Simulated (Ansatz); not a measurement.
Single-point calculation of MoS2

MoS2 (Fm-3m, 3 atoms in the cell), computed with DFT PBE+U+J, scalar-relativistic, plane waves, PAW, U = 6 eV, J = 0.7 eV on Mo atom 1 d, spin-polarised (Ansatz 0.2.0).

The structure was built on a prototype by a generator; it need not be a known phase. It belongs to a series of runs on one base structure; here: from atoms, default search. Figures and captions count atoms from 1; the log counts them from 0 in places.

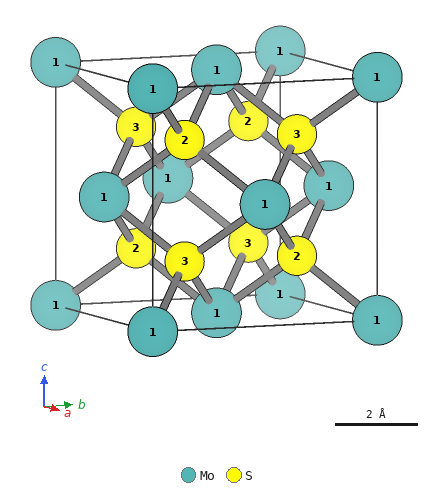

Figure 1. The structure (ball-and-stick view of the cell 4 times as large as that of the calculation, set on its symmetry axes, seen slightly off an axis; atoms are numbered from 1 in the order of the input).

The input
```yaml
crystal:
  lattice:
    - [0.0, 2.99595142, 2.99595142]
    - [2.99595142, 0.0, 2.99595142]
    - [2.99595142, 2.99595142, 0.0]
  atoms:
    - { symbol: Mo, position: [0.0, 0.0, 0.0], spin: 2.0 }
    - { symbol: S, position: [0.25, 0.25, 0.25] }
    - { symbol: S, position: [0.75, 0.75, 0.75] }
basis:
  ecutwfc: 420
  ecutrho_ratio: 4
kpoints:
  mp_grid: { grid: [6, 6, 6] }
hamiltonian:
  xc: pbe
  hubbard: { sites: [{ site: 0, l: d, u: 6.0, j: 0.7 }] }
scf:
  occupations: { method: gaussian, width: 0.05 }
output:
  forces: true
  stress: true
  eigenvalues: true
  populations: true
  hubbard: { sites: [{ site: 0, l: d }] }
  write_density: true
  write_potential: true
  elf: true
  volumetric_format: npy
magnetization:
  spin_polarized: true
```

Machine: 2 threads of Arm Neoverse V1, 24 GiB of memory available, shared host.

Command:
```bash
ansatz run input.yaml --threads 2 --pin off --max-ram 3072MiB --backend cpu --events-out ev --progress --plain --runs-dir out
```

The program's output
```
Mo: projections on atomic orbitals take those of the free atom [Ar 3d10] 4s2 4p6 4d5 5s1, of charge +0.00 (hamiltonian.pseudopotentials.projection_atoms); the dataset's partial waves leave at most 6.0e-6 of an orbital's norm unspanned inside its sphere
S: projections on atomic orbitals take those of the free atom [Ne] 3s2 3p4, of charge +0.00 (hamiltonian.pseudopotentials.projection_atoms); the dataset's partial waves leave at most 1.6e-7 of an orbital's norm unspanned inside its sphere
Engine: ansatz 0.2.0, aarch64-unknown-linux-gnu
Pseudopotentials: kind: paw
Pseudopotential: Mo, paw, valence charge 14, recommended cutoff 420 eV (normal), Mo.paw.azcp
Pseudopotential: S, paw, valence charge 6, recommended cutoff 420 eV (normal), S.paw.azcp
Functional definition: PBE
  parameter kappa = 0.804
  parameter beta = 0.06672455060314922
  exchange = pbe_x(kappa = kappa, mu = beta*pi^2/3)
  correlation = pbe_c(beta = beta)
Crystal: 3 atoms, lattice volume = 53.782 Å³
Basis set: ecut = 420 eV, 1067 PW (Γ), exchange–correlation on 60×60×60 points (8 copies of the dense FFT grid, shifted against one another)
Bands: 18, of which v1, the nominal top of the filled ones, is band 13 counted from 1 (12 counted from 0)
Symmetry: 48 space group operations
Space group: Fm-3m (ITA 225), of the structure as read, at distance tolerance 3.8e-5 Å
Magnetic group: BNS 225.116 (UNI 1618), of the structure as read, at distance tolerance 3.8e-5 Å
k-points: 16 of 216
Non-local potential: Mo, projectors of the file, l = 0: 3, l = 1: 2, l = 2: 2, l = 3: 1
Non-local potential: S, projectors of the file, l = 0: 2, l = 1: 2, l = 2: 2
PAW form: soft (Blöchl's): semilocal exchange-correlation on the pseudo side does not see the compensation charge
PAW one-centre angular grid: Mo, 590 points (default); XC on 64 Gauss nodes
PAW one-centre angular grid: S, 110 points (default); XC on 64 Gauss nodes
Initial density: superposition of atomic densities (chi_scale 0.1, normalization cell)
Starting moments: Σ|m| = 2 μB on 1 of 3 sites
Initial wavefunctions: pseudopotential atomic-orbital guess
Functional: x = pbe(κ = 0.804, μ = 0.2195149727645171), c = pbe(β = 0.06672455060314922)
SCF iter   1: F=—  HF=-6756.787003 eV  |F-HF|=—  |Δ(HF+E_count)|=         —  Δρ=5.94e-2 (↑5.94e-2 ↓4.91e-2)  dr2=8.16e0  dr2_m=4.13e-1  M=2.000 μB ∫|m|=2.567 μB  β_m=0.30  ethr=3.10e-3  ⟨swp⟩=5.6  Hψ=3043  notcnv=0
preconditioner: auto → none  [insulator: Δε(μ)=0.792 eV  Ē_g=9.414 eV  σ=0.050 eV  W_gap=1.00  n_scr=14 (ndim 8)  ℏωp=21.5 eV  f_vac=0.000  D(μ)=0.00/eV (n_scr^D=0)  ε∞_Penn≈6.2]
SCF iter   2: F=—  HF=-6755.921998 eV  |F-HF|=—  |Δ(HF+E_count)|=   8.65e-1  Δρ=3.02e-2 (↑3.02e-2 ↓2.66e-2)  dr2=1.11e0  dr2_m=2.11e-1  M=2.139 μB ∫|m|=3.027 μB  β_m=1.00  ethr=3.10e-3  ⟨swp⟩=3.0  Hψ=1548  notcnv=0  defer=17
SCF iter   3: F=—  HF=-6756.249510 eV  |F-HF|=—  |Δ(HF+E_count)|=   3.28e-1  Δρ=1.13e-2 (↑1.13e-2 ↓1.07e-2)  dr2=1.33e-1  dr2_m=8.84e-3  M=2.042 μB ∫|m|=3.219 μB  β_m=1.00  ethr=3.10e-3  ⟨swp⟩=2.5  Hψ=1116  notcnv=0  defer=17
SCF iter   4: F=—  HF=-6756.379646 eV  |F-HF|=—  |Δ(HF+E_count)|=   1.30e-1  Δρ=4.46e-3 (↑4.46e-3 ↓1.95e-3)  dr2=3.45e-2  dr2_m=1.27e-3  M=2.076 μB ∫|m|=3.310 μB  β_m=1.00  ethr=5.13e-4  ⟨swp⟩=2.5  Hψ=1039  notcnv=0  defer=17
SCF iter   5: F=—  HF=-6756.435672 eV  |F-HF|=—  |Δ(HF+E_count)|=   5.60e-2  Δρ=1.50e-3 (↑1.50e-3 ↓8.38e-4)  dr2=1.39e-3  dr2_m=4.73e-4  M=2.030 μB ∫|m|=3.301 μB  β_m=0.30  ethr=1.33e-4  ⟨swp⟩=2.2  Hψ=922  notcnv=0  defer=17
SCF iter   6: F=—  HF=-6756.470559 eV  |F-HF|=—  |Δ(HF+E_count)|=   3.49e-2  Δρ=9.33e-4 (↑9.33e-4 ↓8.65e-4)  dr2=4.75e-5  dr2_m=3.68e-4  M=2.029 μB ∫|m|=3.287 μB  β_m=0.30  ethr=5.36e-6  ⟨swp⟩=2.2  Hψ=850  notcnv=0  defer=17
Mixer restart at iter 6: flushing history
spin-set hold released at iteration 6 (site moments contracting): the magnetisation degrees of freedom join the quasi-Newton model from the next iteration; the mixer history was flushed
SCF iter   7: F=—  HF=-6756.489608 eV  |F-HF|=—  |Δ(HF+E_count)|=   1.90e-2  Δρ=1.26e-3 (↑1.26e-3 ↓7.44e-4)  dr2=2.50e-4  dr2_m=4.78e-4  M=2.028 μB ∫|m|=3.267 μB  β_m=0.65  ethr=1.83e-7  ⟨swp⟩=2.3  Hψ=1038  notcnv=0  defer=17
SCF iter   8: F=—  HF=-6756.517172 eV  |F-HF|=—  |Δ(HF+E_count)|=   2.76e-2  Δρ=2.35e-3 (↑1.20e-3 ↓2.35e-3)  dr2=1.18e-2  dr2_m=3.17e-4  M=2.028 μB ∫|m|=3.193 μB  β_m=0.50  ethr=1.83e-7  ⟨swp⟩=3.5  Hψ=1545  notcnv=0  defer=17
SCF iter   9: F=—  HF=-6756.515357 eV  |F-HF|=—  |Δ(HF+E_count)|=   1.81e-3  Δρ=1.42e-3 (↑1.42e-3 ↓8.24e-4)  dr2=3.46e-4  dr2_m=6.15e-4  M=2.027 μB ∫|m|=3.172 μB  β_m=0.75  ethr=1.83e-7  ⟨swp⟩=3.2  Hψ=1517  notcnv=0  defer=17
SCF iter  10: F=—  HF=-6756.518556 eV  |F-HF|=—  |Δ(HF+E_count)|=   3.20e-3  Δρ=5.86e-4 (↑5.86e-4 ↓3.98e-4)  dr2=4.01e-5  dr2_m=1.18e-4  M=2.024 μB ∫|m|=3.078 μB  β_m=0.87  ethr=1.83e-7  ⟨swp⟩=3.3  Hψ=1297  notcnv=0  defer=17
SCF iter  11: F=—  HF=-6756.519419 eV  |F-HF|=—  |Δ(HF+E_count)|=   8.63e-4  Δρ=1.81e-4 (↑1.81e-4 ↓8.72e-5)  dr2=1.02e-5  dr2_m=8.28e-6  M=2.021 μB ∫|m|=3.005 μB  β_m=0.88  ethr=1.54e-7  ⟨swp⟩=3.2  Hψ=1138  notcnv=0  defer=17
SCF iter  12: F=—  HF=-6756.519473 eV  |F-HF|=—  |Δ(HF+E_count)|=   5.35e-5  Δρ=8.39e-5 (↑8.39e-5 ↓2.14e-5)  dr2=5.41e-6  dr2_m=1.14e-6  M=2.020 μB ∫|m|=2.985 μB  β_m=0.86  ethr=3.93e-8  ⟨swp⟩=2.2  Hψ=1008  notcnv=0  defer=17
SCF iter  13: F=—  HF=-6756.519479 eV  |F-HF|=—  |Δ(HF+E_count)|=   6.58e-6  Δρ=2.79e-5 (↑2.79e-5 ↓6.69e-6)  dr2=7.96e-7  dr2_m=1.01e-7  M=2.019 μB ∫|m|=2.975 μB  β_m=0.93  ethr=2.08e-8  ⟨swp⟩=2.1  Hψ=967  notcnv=0  defer=17
SCF iter  14: F=-6756.519480 eV  HF=-6756.519480 eV  |F-HF|=2.47e-9  |Δ(HF+E_count)|=   1.75e-7  Δρ=1.83e-6 (↑1.66e-6 ↓1.83e-6)  dr2=1.03e-10  dr2_m=1.47e-9  M=2.019 μB ∫|m|=2.974 μB  ethr=3.85e-10  ⟨swp⟩=9.2  Hψ=3989  notcnv=0
SCF 1 converged in 14 iterations: F = -6756.519480 eV  dr2 = 1.03e-10
  greatest PAW one-centre occupation: 0.998 electrons in one spin orbital (limit 2), on the Mo atom at site 0 (counted from 0), in its partial waves of l = 0
Symmetry: 16 space group operations
k-points: 30 of 216
Initial density: read from a saved state, or passed on in memory by an earlier SCF of this step, an earlier step, the calling program or the single point that the run made first
Starting moments: Σ|m| = 2 μB on 1 of 3 sites; this step starts from the density that it was given
Initial wavefunctions: those read from a saved state, or passed on in memory by an earlier step or the calling program
iter 1 solved again at ethr=1.00e-12 eV; its pass at ethr=3.85e-6 eV (dr2=1.03e-10 eV) is discarded
SCF iter   1: F=—  HF=-6756.519480 eV  |F-HF|=—  |Δ(HF+E_count)|=         —  Δρ=1.83e-6 (↑1.66e-6 ↓1.83e-6)  dr2=1.03e-10  dr2_m=1.47e-9  M=2.019 μB ∫|m|=2.974 μB  ethr=1.00e-12  ⟨swp⟩=1.0  Hψ=6583  notcnv=0
preconditioner: auto → Kerker (q_TF=auto, 2.417 Å⁻¹)  [metal: Δε(μ)=0.020 eV  Ē_g=9.125 eV  σ=0.050 eV  W_gap=0.22  n_scr=14 (ndim 8)  ℏωp=21.5 eV  f_vac=0.026  D(μ)=1.44/eV (n_scr^D=14)]
spin=Collinear: Kerker preconditioning applied to the charge; magnetization (m = ρ↑ − ρ↓) channel mixes plain (no charge-response kernel on spin).
SCF iter   2: F=—  HF=-6756.519566 eV  |F-HF|=—  |Δ(HF+E_count)|=   8.60e-5  Δρ=1.07e-4 (↑6.07e-5 ↓1.07e-4)  dr2=4.70e-6  dr2_m=1.75e-6  M=2.019 μB ∫|m|=2.972 μB  ethr=3.85e-6  ⟨swp⟩=1.0  Hψ=4909  notcnv=0
preconditioner: auto → none  [insulator: Δε(μ)=0.080 eV  Ē_g=9.128 eV  σ=0.050 eV  W_gap=0.65  n_scr=14 (ndim 8)  ℏωp=21.5 eV  f_vac=0.026  D(μ)=1.28/eV (n_scr^D=8)  ε∞_Penn≈6.5]
SCF iter   3: F=—  HF=-6756.519602 eV  |F-HF|=—  |Δ(HF+E_count)|=   3.59e-5  Δρ=1.79e-5 (↑1.79e-5 ↓1.11e-5)  dr2=2.18e-7  dr2_m=5.41e-8  M=2.020 μB ∫|m|=2.970 μB  ethr=2.79e-8  ⟨swp⟩=1.0  Hψ=3180  notcnv=0
SCF iter   4: F=-6756.519603 eV  HF=-6756.519603 eV  |F-HF|=3.39e-10  |Δ(HF+E_count)|=   1.03e-6  Δρ=3.00e-6 (↑3.00e-6 ↓1.75e-6)  dr2=4.21e-9  dr2_m=1.19e-9  M=2.020 μB ∫|m|=2.968 μB  ethr=3.85e-10  ⟨swp⟩=1.1  Hψ=3002  notcnv=0
SCF iter   5: F=-6756.519603 eV  HF=-6756.519603 eV  |F-HF|=3.41e-10  |Δ(HF+E_count)|=  1.47e-10  Δρ=2.99e-6 (↑2.99e-6 ↓1.79e-6)  dr2=4.23e-9  dr2_m=1.18e-9  M=2.020 μB ∫|m|=2.968 μB  ethr=1.62e-11  ⟨swp⟩=1.0  Hψ=3860  notcnv=0
SCF 2 converged in 5 iterations: F = -6756.519603 eV  dr2 = 4.23e-9
an SCF along what the orbitals of the run's state read of its open shells (or to have them read: on a GPU, or by another smearing), with 32 of the crystal's symmetry operations given up (30 k-points in place of 16), reached no lower state that the run goes on to. This is no proof of a minimum
Symmetry: 12 space group operations
k-points: 32 of 216
iter 1 solved again at ethr=1.00e-12 eV; its pass at ethr=3.85e-6 eV (dr2=1.03e-10 eV) is discarded
SCF iter   1: F=—  HF=-6756.519480 eV  |F-HF|=—  |Δ(HF+E_count)|=         —  Δρ=1.83e-6 (↑1.66e-6 ↓1.83e-6)  dr2=1.03e-10  dr2_m=1.47e-9  M=2.019 μB ∫|m|=2.974 μB  ethr=1.00e-12  ⟨swp⟩=1.0  Hψ=7057  notcnv=0
spin=Collinear: Kerker preconditioning applied to the charge; magnetization (m = ρ↑ − ρ↓) channel mixes plain (no charge-response kernel on spin).
SCF iter   2: F=—  HF=-6756.519484 eV  |F-HF|=—  |Δ(HF+E_count)|=   4.34e-6  Δρ=1.39e-4 (↑1.39e-4 ↓8.31e-5)  dr2=4.71e-5  dr2_m=6.61e-7  M=2.019 μB ∫|m|=2.972 μB  ethr=3.85e-6  ⟨swp⟩=1.0  Hψ=5176  notcnv=0
SCF iter   3: F=—  HF=-6756.519479 eV  |F-HF|=—  |Δ(HF+E_count)|=   4.85e-6  Δρ=2.07e-5 (↑2.07e-5 ↓1.32e-5)  dr2=8.28e-7  dr2_m=3.86e-8  M=2.019 μB ∫|m|=2.974 μB  ethr=2.07e-7  ⟨swp⟩=1.0  Hψ=2560  notcnv=0
SCF iter   4: F=-6756.519480 eV  HF=-6756.519480 eV  |F-HF|=1.40e-9  |Δ(HF+E_count)|=   5.19e-7  Δρ=1.15e-6 (↑1.15e-6 ↓7.98e-7)  dr2=2.28e-9  dr2_m=9.78e-11  M=2.019 μB ∫|m|=2.974 μB  ethr=3.85e-10  ⟨swp⟩=1.0  Hψ=2560  notcnv=0
an SCF along what the orbitals of the run's state read of its open shells (or to have them read: on a GPU, or by another smearing), with 36 of the crystal's symmetry operations given up (32 k-points in place of 16), reached no lower state that the run goes on to. This is no proof of a minimum
SCF converged after 14 iterations
Magnetization: 2.0194 μB (14.0097 up, 11.9903 down)
Absolute magnetization: 2.9731 μB (∫|ρ↑−ρ↓|, with the PAW one-centre terms)
Spin contamination: 0.1899 ħ² per cell (⟨S²⟩ above its minimum at these occupations)
Per-site moments (μB) at R_I (Å): [(1.892375967008386, 1.0702601407674257), (-0.21250524603612847, 1.070260140767426), (-0.2125052460361285, 1.0702601407674257)]
Free energy (F): -6756.519480 eV
Harris-Foulkes:  -6756.519480 eV  (|F-HF|=2.47e-9)
Internal energy: -6756.517684 eV  (E = F + TS)
E sigma→0 (E₀):  -6756.518582 eV
Entropy (-TS):   -0.001796 eV (-0.599 meV/atom)
Fermi energy:    11.820199 eV
--- Per-component energies (eV) ---
  E_band       = -149.269143
  E_kinetic    = 654.970875
  E_local      = -1441.623060  (includes V_loc(G=0)·N_el)
  E_nonlocal   = 201.220045
  E_hartree    = 499.462965
  E_xc         = -377.834928
  E_vxc        = -403.998571  (∫ρ·V_xc dr)
  E_hubbard    = 3.945322  (on-site DFT+U / exact-exchange correction)
  E_vhub       = -4.734311  (the Hubbard potential's part of the band-sum identity)
  E_paw        = -4402.163709  (= ΣΔE_a)
  E_vpaw       = -154.029779  (= ΣTr[D̂ρ^β])
  E_aug_tail   = 0.000046  (compensation charges beyond the density's cutoff)
  E_ewald      = -1894.495239
  E_smearing   = -0.001796  (= −TS)
  E_closure    = -0.000000  (closes the sum)
  Σ components = -6756.519480   (vs F -6756.519480, Δ=0.00e0)
--- DFT+U+J on-site energies (Liechtenstein; fll double counting; per corrected site; eV) ---
  site 0 (l=d): U=6.0000  J=0.7000  Tr N=4.7641  E_int=54.350258  E_dc=50.404937  E_U=3.945322
--- Forces (eV/Å), atoms counted from 1 ---
  atom   1  Mo    -0.00000000     0.00000000     0.00000000
  atom   2  S      0.00000000    -0.00000000     0.00000000
  atom   3  S     -0.00000000    -0.00000000     0.00000000
  max |Σ_I F_I| component: 7.40e-17 eV/Å
--- Stress (GPa, compression-positive) ---
        4.187659       0.000000      -0.000000
       -0.000000       4.187659      -0.000000
       -0.000000       0.000000       4.187659
  P = ⅓ Tr σ = 4.1877 GPa (41.877 kbar)
--- Band table (eV; the first three rows and the last of 32) ---
  k-point 0 ↑: bands = ["-51.1065", "-25.2290", "-25.2290", "-25.2290", "-3.7100", "0.5396", "5.1873", "5.1873", "5.1873", "6.3311", "6.3311", "10.7043", "10.7043", "10.7043", "14.2873", "14.2873", "14.2873", "15.8850"]
  k-point 1 ↑: bands = ["-51.1063", "-25.2353", "-25.2299", "-25.2299", "-3.4512", "0.0250", "5.3384", "5.3384", "6.0168", "6.2480", "6.2480", "9.7091", "10.5109", "10.5109", "12.9121", "13.8498", "13.8498", "16.8556"]
  k-point 2 ↑: bands = ["-51.1059", "-25.2479", "-25.2318", "-25.2318", "-2.7759", "-0.8884", "5.3199", "5.3199", "6.7252", "6.7252", "7.5166", "8.0831", "9.5144", "9.5144", "11.8379", "13.7735", "13.7735", "17.7217"]
  k-point 15 ↓: bands = ["-49.6565", "-23.6406", "-23.6307", "-23.6259", "-1.9626", "-1.5482", "4.8408", "5.7787", "6.9994", "8.4808", "9.3208", "11.5882", "13.4582", "13.8975", "13.9096", "14.7439", "14.9940", "17.7107"]
Occupation matrices written to [file]
--- Löwdin populations: 3 sites ---
  site symbol       q [e]    m [muB]
     0     Mo     13.3029     2.5472
     1      S      6.2662    -0.2868
     2      S      6.2662    -0.2868
  spilling = 0.006333 (of n_electrons = 26.000000)
--- Occupation matrices: 1 shell (run DFT+U table (all-electron-ortho-atomic); ε = 6.92e-4) ---
  Mo0 d_4D: site group Oh (m-3m)
  Mo0 d_4D up     Tr n = 3.6294  λ = 0.558 0.558 0.558 0.978 0.978  [3× xz 0.33 (T2g 1.00) T2g(1.00) | 2× z2 0.50 (Eg 1.00) Eg(1.00)]
  Mo0 d_4D dn     Tr n = 1.1347  λ = 0.052 0.052 0.344 0.344 0.344  [2× z2 0.50 (Eg 1.00) Eg(1.00) | 3× xz 0.33 (T2g 1.00) T2g(1.00)]
  Tr n, λ and their labels are of the run-group-symmetrised matrices; stabiliser: 48 of 96 elements of G0×{1,Θ} (closed), max defect 2.0e-15 at τ = 1.5e-4
```

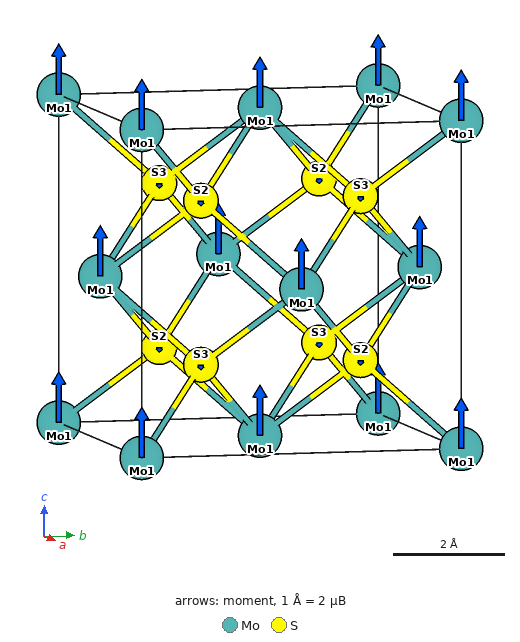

Figure 2. Magnetic moments of the sites as blue arrows (ball-and-stick view of the cell 4 times as large as that of the calculation, set on its symmetry axes, seen slightly off an axis; atoms are numbered from 1 in the order of the input); small moments hardly show. The run is collinear, so the axis drawn is arbitrary. Site moments: Mo1 (1.89 μB); S2, S3 (−0.21 μB). They are counted near the atoms and needn't add up to the moment of the cell.

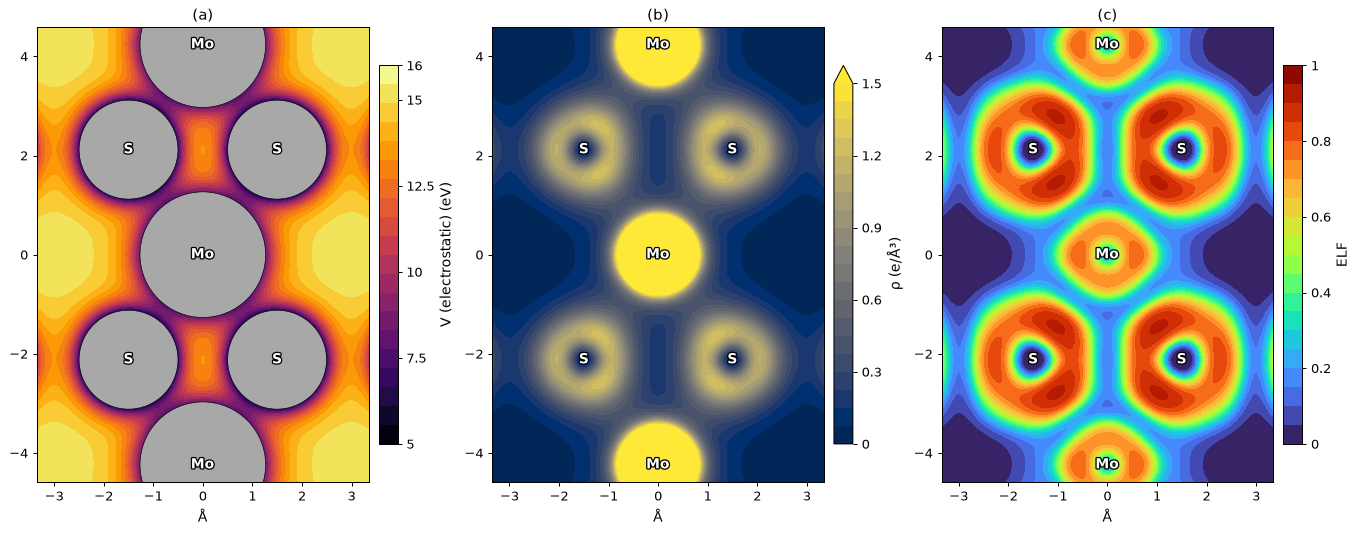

Figure 3. (a) electrostatic potential energy of an electron; (b) valence pseudo-density; (c) ELF on the (011) plane of the conventional cell. Grey discs, where drawn, cover atomic cores. The section cuts through Mo and S sites. Mo–S (2.59 Å): ρ is about 0.43 e/Å³ halfway; the ELF is about 0.45 at the midpoint. Away from the nuclei the density in this plane falls to 0.01 e/Å³ at its lowest. The strong features right at Mo lie inside the PAW spheres (semicore, d or f shells) and say nothing about bonding. Outside the cores the potential energy rises away from the atoms and is highest about 2.6 Å from the nearest atoms; outside the discs it spans about 9 eV, and its zero is arbitrary. Core electrons are frozen (PAW), so the fields are smoothed inside the atomic spheres.

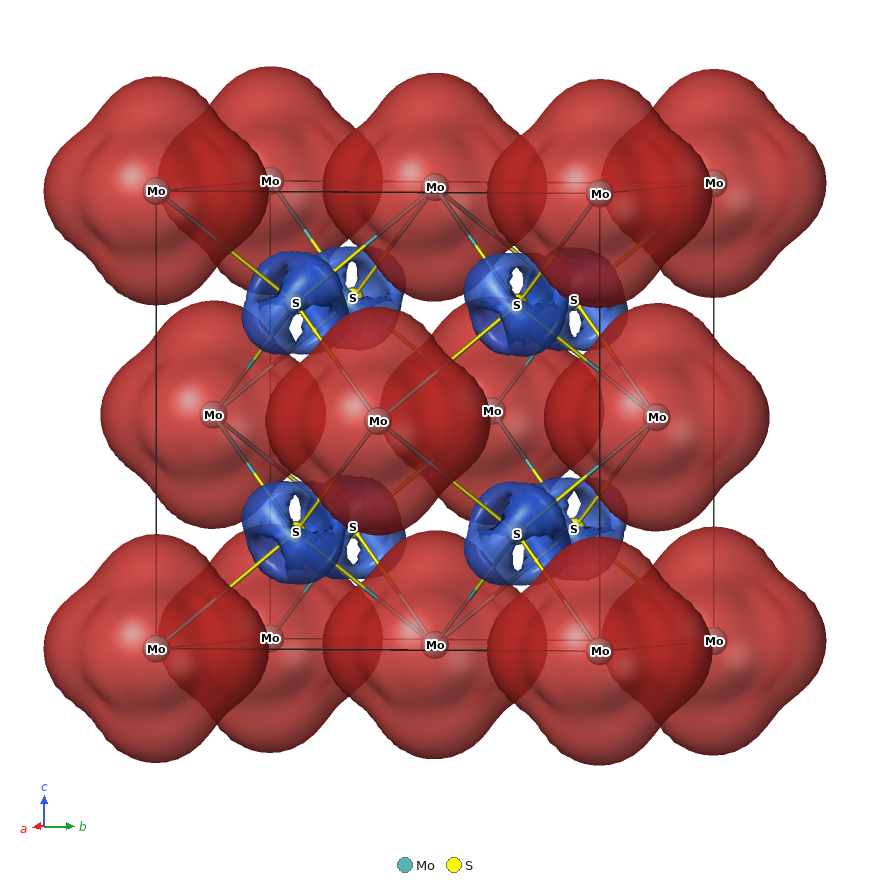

Figure 4. Isosurfaces of the spin density at +0.06 (red) and −0.06 e/Å³ (blue), seen at an oblique angle. Sticks mark near contacts. The outline is the cell set on symmetry axes. The cell of the calculation (3 atoms) carries 2.0 μB net.

Results in brief

- outcome: converged
- space group (tolerance 0.01 Å): Fm-3m (225)
- electrons treated: 26
- free energy: −6756.5195 eV
- Fermi energy: 11.820 eV
- gap on the k-point mesh: none (metallic)
- net moment of the cell: 2.02 μB
- integrated absolute moment: 2.97 μB
- pressure: 4.19 GPa
- largest force (length of the vector): under 0.001 eV/Å
- wall time: 16 s (CPU time 31 s)
- peak memory: 0.45 GiB
